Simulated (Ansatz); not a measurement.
## Geometry relaxation, with input and output: AlCo (part 1 of 2)

- system: AlCo (P-6m2, 2 atoms in the cell)
- method: DFT, PBE, PAW with Ansatz's default frozen-core files, scalar-relativistic, no spin polarisation (Ansatz 0.2.0)

The structure was built on a prototype by a generator; it need not be a known phase. It belongs to a series of runs on one base structure; here: cell relaxed at zero pressure.

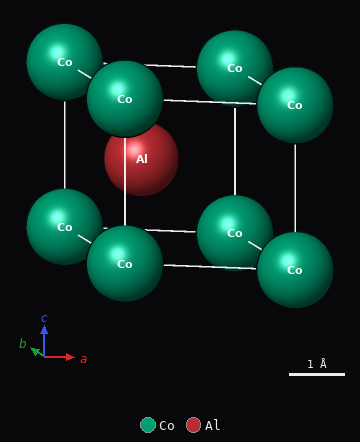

The input geometry (spheres-only view of the cell of the calculation, seen slightly off an axis).

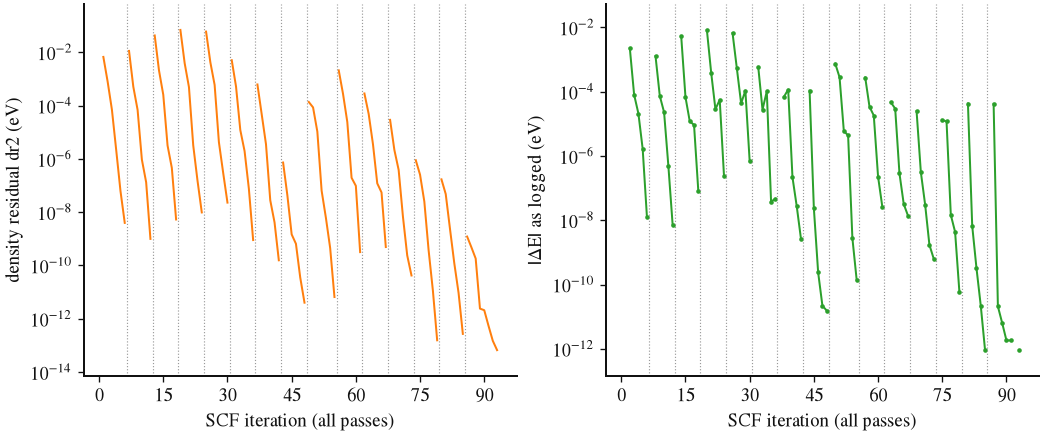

Convergence of the self-consistent field: density residual dr2 and size of the energy change against the SCF iteration. The dotted lines part the SCF passes of the relaxation: geometry steps, rejected trials and re-solves on a re-selected basis. The 15 passes take 6 to 8 iterations each, 93 in all.

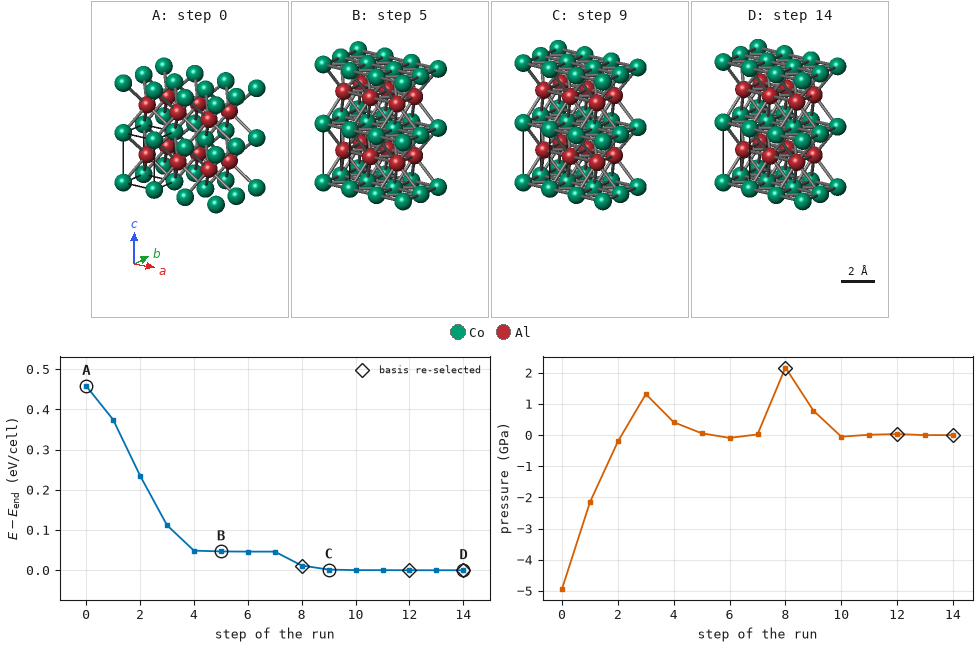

Frames of the relaxation (ball-and-stick view of the cell of the calculation, repeated 3 × 2 × 2, seen slightly off an axis) above the curves, on which the letters mark them (the first geometry is step 0 here and step 1 in the log).

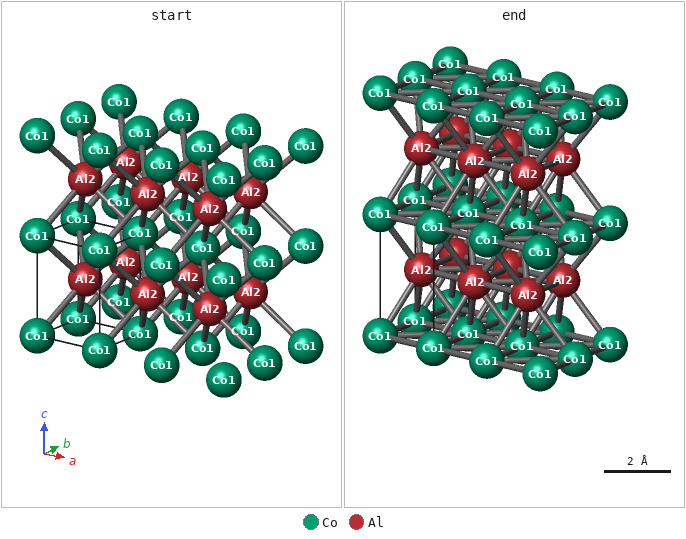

Before (left) and after (right) the relaxation, at one scale (ball-and-stick view of the cell of the calculation, repeated 3 × 2 × 2, seen slightly off an axis). After 11 geometry steps the energy has fallen by 0.458 eV per cell of the calculation. All forces vanish by symmetry, so only the cell relaxes. Pressure: −4.93 GPa at the start and 0.00 GPa at the end. The basis was re-selected twice at an unchanged geometry, which shifts the energy a little without any move. The atoms keep their places relative to the cell (all moves are under 0.005 Å). The drawn cell changes as follows: a = b 3.188 → 2.730 Å (−14.4 %), c 3.124 → 3.787 Å (+21.2 %); the volume changes by −11.1 %. Among the contacts that change: Co1–Co1 3.188 → 2.730 Å, Al2–Al2 3.188 → 2.730 Å, Co1–Al2 2.414 → 2.464 Å. Among the angles that change: Co1–Al2–Co1 80.6° → 100.5°, Al2–Co1–Al2 80.6° → 100.5°, Co1–Al2–Co1 82.6° → 67.3°. The space group stays P-6m2 (No. 187). The energy change given includes the shifts at the re-selections in mid-walk, which come without any move. A last SCF at the same geometry on a re-selected plane-wave basis shifts the energy by next to nothing (0.0 meV per cell of the calculation). (Atoms are counted from 1 in the order of the input.)

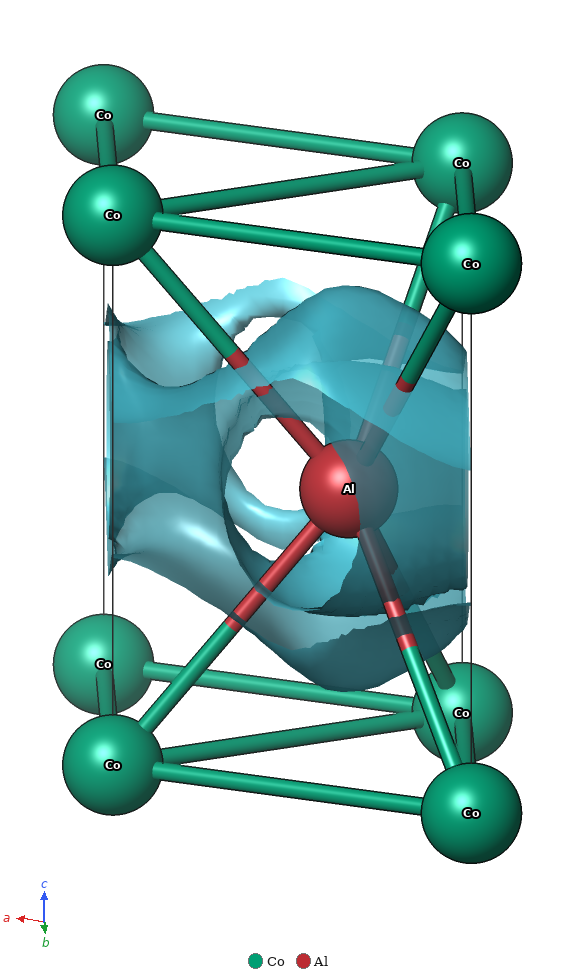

Isosurface of the electron localisation function at 0.5 (cyan), seen at an oblique angle. Only the valence region is drawn (cores and ρ < 0.01 e/Å³ removed). Sticks mark near contacts. The outline is the cell set on symmetry axes. Co–Co (2.73 Å): the ELF is about 0.35 at the midpoint (metallic bonding. In a PAW calculation such maps are meaningful between the atoms, not at the nuclei.

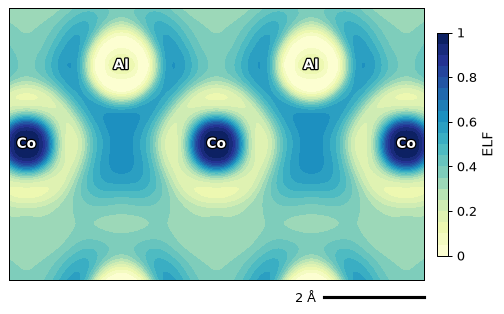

ELF on the (110) plane of the conventional cell. Atoms in the plane: Co and Al. Al–Co (2.46 Å): the ELF is about 0.40 at the midpoint, as expected for metallic bonding. The strong features right at Co lie inside the PAW spheres (semicore, d or f shells) and say nothing about bonding.

The input and output of the run follow.

Input file:
```yaml
crystal:
  lattice:
    - [3.1875670064, 0.0, 0.0]
    - [-1.5937835032, 2.7605140038, 0.0]
    - [0.0, 0.0, 3.1238156663]
  atoms:
    - { symbol: Co, position: [0.0, 0.0, 0.0] }
    - { symbol: Al, position: [0.3333333333, 0.6666666667, 0.5] }
kpoints:
  mp_grid: { grid: [15, 15, 14] }
scf:
  occupations: { method: fermi_dirac, width: 0.1 }
hamiltonian:
  xc: pbe
  pseudopotentials: { kind: paw }
output:
  forces: true
  stress: true
  write_density: true
  write_potential: true
  elf: true
  volumetric_format: npy
relax:
  f_tol: 0.005
  max_steps: 40
  cell: {}
```

Command:
```bash
ansatz run input.yaml --threads 1 --pin off --max-ram 2048MiB --backend cpu --events-out ev --progress --plain --runs-dir out
```

Output:
```
Engine: ansatz 0.2.0, x86_64-unknown-linux-gnu
Pseudopotentials: kind: paw
Pseudopotential: Co, paw, valence charge 17, recommended cutoff 420 eV (normal), Co.paw.azcp
Pseudopotential: Al, paw, valence charge 3, recommended cutoff 420 eV (normal), Al.paw.azcp
Functional definition: PBE
  parameter kappa = 0.804
  parameter beta = 0.06672455060314922
  exchange = pbe_x(kappa = kappa, mu = beta*pi^2/3)
  correlation = pbe_c(beta = beta)
Crystal: 2 atoms, lattice volume = 27.487 Å³
Basis set: ecut = 420 eV, 539 PW (Γ), exchange–correlation on 48×48×48 points (8 copies of the dense FFT grid, shifted against one another)
Bands: 14, of which v1, the nominal top of the filled ones, is band 10 counted from 1 (9 counted from 0)
Symmetry: 12 space group operations
Space group: P-6m2 (ITA 187), of the structure as read, at distance tolerance 3.0e-5 Å
k-points: 216 of 3150 (time reversal used)
Non-local potential: Co, projectors of the file, l = 0: 3, l = 1: 2, l = 2: 3, l = 3: 1
Non-local potential: Al, projectors of the file, l = 0: 2, l = 1: 2, l = 2: 1
PAW form: soft (Blöchl's): semilocal exchange-correlation on the pseudo side does not see the compensation charge
PAW one-centre angular grid: Co, 590 points (default); XC on 64 Gauss nodes
PAW one-centre angular grid: Al, 110 points (default); XC on 64 Gauss nodes
Initial density: superposition of atomic densities (neutral atoms: chi_scale 0, normalization atom), corrected by the library's trained network
Initial wavefunctions: pseudopotential atomic-orbital guess
Functional: x = pbe(κ = 0.804, μ = 0.2195149727645171), c = pbe(β = 0.06672455060314922)
SCF iter   1: F=—  HF=-5663.859796 eV  |F-HF|=—  |Δ(HF+E_count)|=         —  Δρ=9.39e-3  dr2=6.73e-3  ethr=1.77e-3  ⟨swp⟩=4.3  Hψ=14004  notcnv=0
preconditioner: auto → none  [metal: Δε(μ)=0.006 eV  Ē_g=7.249 eV  σ=0.100 eV  W_gap=0.01  n_scr=8 (ndim 8)  ℏωp=24.5 eV  f_vac=0.000  D(μ)=1.86/eV (n_scr^D=20)  sad-step TF]
SCF iter   2: F=—  HF=-5663.857564 eV  |F-HF|=—  |Δ(HF+E_count)|=   2.23e-3  Δρ=2.20e-3  dr2=7.99e-4  ethr=3.37e-5  ⟨swp⟩=1.8  Hψ=6007  notcnv=0
SCF iter   3: F=—  HF=-5663.857483 eV  |F-HF|=—  |Δ(HF+E_count)|=   8.08e-5  Δρ=8.76e-4  dr2=7.04e-5  ethr=4.00e-6  ⟨swp⟩=1.9  Hψ=3853  notcnv=0
SCF iter   4: F=—  HF=-5663.857504 eV  |F-HF|=—  |Δ(HF+E_count)|=   2.10e-5  Δρ=1.57e-4  dr2=2.17e-6  ethr=3.52e-7  ⟨swp⟩=2.2  Hψ=4225  notcnv=0
iter 5 did not close the SCF: its close was put off for the readings that it lacked (scf_convergence_deferred on its scf_iter line)
SCF iter   5: F=-5663.857506 eV  HF=-5663.857506 eV  |F-HF|=1.96e-8  |Δ(HF+E_count)|=   1.66e-6  Δρ=2.21e-5  dr2=6.28e-8  ethr=1.09e-8  ⟨swp⟩=2.8  Hψ=5244  notcnv=0
SCF iter   6: F=-5663.857506 eV  HF=-5663.857506 eV  |F-HF|=4.89e-9  |Δ(HF+E_count)|=   1.24e-8  Δρ=5.58e-6  dr2=3.97e-9  ethr=3.14e-10  ⟨swp⟩=5.7  Hψ=17376  notcnv=0
SCF 1 converged in 6 iterations: F = -5663.857506 eV  dr2 = 3.97e-9
  greatest PAW one-centre occupation: 1.001 electrons in one spin orbital (limit 2), on the Co atom at site 0 (counted from 0), in its partial waves of l = 1
relax step   1: F+E_penalty+E_count = -5663.85750558 eV  Δ(F+E_penalty+E_count) = +0.000e0 eV  max|allowed force component| = 4.626e-18 eV/Å  Δτ_max = 0.0000 Å  P = -4.928 GPa  Ω = 27.487 Å³  (6 SCF iters, dr2 threshold 1.00e-7 eV, accepted)
Crystal: 2 atoms, lattice volume = 26.487 Å³
Basis set: ecut = 420 eV, 527 PW (Γ), exchange–correlation on 48×48×48 points (8 copies of the dense FFT grid, shifted against one another)
Initial density: handed on by an earlier stage of this run
Initial wavefunctions: those handed on with the density
iter 1 solved again at ethr=5.64e-5 eV; its pass at ethr=3.10e-3 eV (dr2=1.13e-2 eV) is discarded
SCF iter   1: F=—  HF=-5663.942468 eV  |F-HF|=—  |Δ(HF+E_count)|=         —  Δρ=9.93e-3  dr2=1.13e-2  ethr=5.64e-5  ⟨swp⟩=1.4  Hψ=19398  notcnv=0
preconditioner: auto → none  [metal: Δε(μ)=0.005 eV  Ē_g=7.429 eV  σ=0.100 eV  W_gap=0.01  n_scr=8 (ndim 8)  ℏωp=25.0 eV  f_vac=0.000  D(μ)=1.81/eV (n_scr^D=20)]
SCF iter   2: F=—  HF=-5663.941188 eV  |F-HF|=—  |Δ(HF+E_count)|=   1.28e-3  Δρ=2.15e-3  dr2=5.13e-4  ethr=5.64e-5  ⟨swp⟩=1.1  Hψ=3051  notcnv=0
SCF iter   3: F=—  HF=-5663.941261 eV  |F-HF|=—  |Δ(HF+E_count)|=   7.38e-5  Δρ=9.11e-4  dr2=6.95e-5  ethr=2.57e-6  ⟨swp⟩=1.4  Hψ=3457  notcnv=0
SCF iter   4: F=—  HF=-5663.941284 eV  |F-HF|=—  |Δ(HF+E_count)|=   2.30e-5  Δρ=1.06e-4  dr2=9.46e-7  ethr=3.48e-7  ⟨swp⟩=1.9  Hψ=4808  notcnv=0
iter 5 did not close the SCF: its close was put off for the readings that it lacked (scf_convergence_deferred on its scf_iter line)
SCF iter   5: F=-5663.941285 eV  HF=-5663.941285 eV  |F-HF|=6.58e-8  |Δ(HF+E_count)|=   4.98e-7  Δρ=3.57e-5  dr2=1.33e-7  ethr=4.73e-9  ⟨swp⟩=2.6  Hψ=5053  notcnv=0
SCF iter   6: F=-5663.941285 eV  HF=-5663.941285 eV  |F-HF|=1.38e-9  |Δ(HF+E_count)|=   7.27e-9  Δρ=3.52e-6  dr2=9.96e-10  ethr=6.65e-10  ⟨swp⟩=6.0  Hψ=19208  notcnv=0
SCF 2 converged in 6 iterations: F = -5663.941285 eV  dr2 = 9.96e-10
[... from here on the iterations of each SCF are left out, up to the last one ...]
relax step   2: F+E_penalty+E_count = -5663.94128498 eV  Δ(F+E_penalty+E_count) = -8.378e-2 eV  max|allowed force component| = 8.674e-18 eV/Å  Δτ_max = 0.0000 Å  P = -2.149 GPa  Ω = 26.487 Å³  energy of the carried Pulay correction = +5.629e-4 eV  (6 SCF iters, dr2 threshold 2.00e-7 eV, accepted)
Crystal: 2 atoms, lattice volume = 25.548 Å³
Basis set: ecut = 420 eV, 515 PW (Γ), exchange–correlation on 48×48×48 points (8 copies of the dense FFT grid, shifted against one another)
preconditioner: auto → none  [metal: Δε(μ)=0.008 eV  Ē_g=7.575 eV  σ=0.100 eV  W_gap=0.02  n_scr=8 (ndim 8)  ℏωp=25.4 eV  f_vac=0.000  D(μ)=1.93/eV (n_scr^D=20)]
SCF 3 converged in 6 iterations: F = -5664.080409 eV  dr2 = 5.33e-9
relax step   3: F+E_penalty+E_count = -5664.08040923 eV  Δ(F+E_penalty+E_count) = -1.391e-1 eV  max|allowed force component| = 2.313e-18 eV/Å  Δτ_max = 0.0000 Å  P = -0.204 GPa  Ω = 25.548 Å³  energy of the carried Pulay correction = +1.118e-3 eV  (6 SCF iters, dr2 threshold 2.00e-7 eV, accepted)
Crystal: 2 atoms, lattice volume = 24.737 Å³
Basis set: ecut = 420 eV, 491 PW (Γ), exchange–correlation on 48×48×48 points (8 copies of the dense FFT grid, shifted against one another)
preconditioner: auto → none  [metal: Δε(μ)=0.007 eV  Ē_g=7.717 eV  σ=0.100 eV  W_gap=0.02  n_scr=8 (ndim 8)  ℏωp=25.9 eV  f_vac=0.000  D(μ)=2.00/eV (n_scr^D=22)]
SCF 4 converged in 6 iterations: F = -5664.203779 eV  dr2 = 9.80e-9
relax step   4: F+E_penalty+E_count = -5664.20377914 eV  Δ(F+E_penalty+E_count) = -1.234e-1 eV  max|allowed force component| = 1.272e-17 eV/Å  Δτ_max = 0.0000 Å  P = +1.316 GPa  Ω = 24.737 Å³  energy of the carried Pulay correction = +1.615e-3 eV  (6 SCF iters, dr2 threshold 2.00e-7 eV, accepted)
Crystal: 2 atoms, lattice volume = 24.320 Å³
Basis set: ecut = 420 eV, 481 PW (Γ), exchange–correlation on 48×48×48 points (8 copies of the dense FFT grid, shifted against one another)
preconditioner: auto → none  [metal: Δε(μ)=0.003 eV  Ē_g=7.755 eV  σ=0.100 eV  W_gap=0.01  n_scr=8 (ndim 8)  ℏωp=26.1 eV  f_vac=0.000  D(μ)=2.02/eV (n_scr^D=22)]
SCF 5 converged in 6 iterations: F = -5664.267059 eV  dr2 = 2.29e-8
relax step   5: F+E_penalty+E_count = -5664.26705885 eV  Δ(F+E_penalty+E_count) = -6.328e-2 eV  max|allowed force component| = 2.313e-17 eV/Å  Δτ_max = 0.0000 Å  P = +0.412 GPa  Ω = 24.320 Å³  energy of the carried Pulay correction = +1.885e-3 eV  (6 SCF iters, dr2 threshold 2.00e-7 eV, accepted)
Crystal: 2 atoms, lattice volume = 24.192 Å³
Basis set: ecut = 420 eV, 475 PW (Γ), exchange–correlation on 48×48×48 points (8 copies of the dense FFT grid, shifted against one another)
preconditioner: auto → none  [metal: Δε(μ)=0.004 eV  Ē_g=7.796 eV  σ=0.100 eV  W_gap=0.01  n_scr=2 (ndim 8)  ℏωp=26.2 eV  f_vac=0.000  D(μ)=2.01/eV (n_scr^D=22)]
SCF 6 converged in 6 iterations: F = -5664.268969 eV  dr2 = 9.02e-10
relax step   6: F+E_penalty+E_count = -5664.26896941 eV  Δ(F+E_penalty+E_count) = -1.911e-3 eV  max|allowed force component| = 7.373e-18 eV/Å  Δτ_max = 0.0000 Å  P = +0.059 GPa  Ω = 24.192 Å³  energy of the carried Pulay correction = +1.969e-3 eV  (6 SCF iters, dr2 threshold 2.00e-7 eV, accepted)
Crystal: 2 atoms, lattice volume = 24.268 Å³
preconditioner: auto → none  [metal: Δε(μ)=0.002 eV  Ē_g=7.795 eV  σ=0.100 eV  W_gap=0.01  n_scr=8 (ndim 8)  ℏωp=26.1 eV  f_vac=0.000  D(μ)=2.01/eV (n_scr^D=22)]
SCF 7 converged in 6 iterations: F = -5664.269474 eV  dr2 = 1.57e-10
relax step   7: F+E_penalty+E_count = -5664.26947425 eV  Δ(F+E_penalty+E_count) = -5.048e-4 eV  max|allowed force component| = 3.123e-17 eV/Å  Δτ_max = 0.0000 Å  P = -0.090 GPa  Ω = 24.268 Å³  energy of the carried Pulay correction = +1.921e-3 eV  (6 SCF iters, dr2 threshold 2.00e-7 eV, accepted)
Crystal: 2 atoms, lattice volume = 24.254 Å³
preconditioner: auto → none  [metal: Δε(μ)=0.009 eV  Ē_g=7.792 eV  σ=0.100 eV  W_gap=0.02  n_scr=8 (ndim 8)  ℏωp=26.1 eV  f_vac=0.000  D(μ)=2.01/eV (n_scr^D=22)]
SCF 8 converged in 6 iterations: F = -5664.269486 eV  dr2 = 4.02e-12
relax step   8: F+E_penalty+E_count = -5664.26948571 eV  Δ(F+E_penalty+E_count) = -1.146e-5 eV  max|allowed force component| = 1.966e-17 eV/Å  Δτ_max = 0.0000 Å  P = +0.021 GPa  Ω = 24.254 Å³  energy of the carried Pulay correction = +1.929e-3 eV  (6 SCF iters, accepted)
Basis set: ecut = 420 eV, 475 PW (Γ), exchange–correlation on 40×40×50 points (8 copies of the dense FFT grid, shifted against one another)
Initial wavefunctions: pseudopotential atomic-orbital guess (no wavefunctions were taken with the density)
preconditioner: auto → none  [metal: Δε(μ)=0.007 eV  Ē_g=7.796 eV  σ=0.100 eV  W_gap=0.02  n_scr=8 (ndim 8)  ℏωp=26.1 eV  f_vac=0.000  D(μ)=2.01/eV (n_scr^D=22)]
SCF 9 converged in 7 iterations: F = -5664.304041 eV  dr2 = 6.56e-12
```
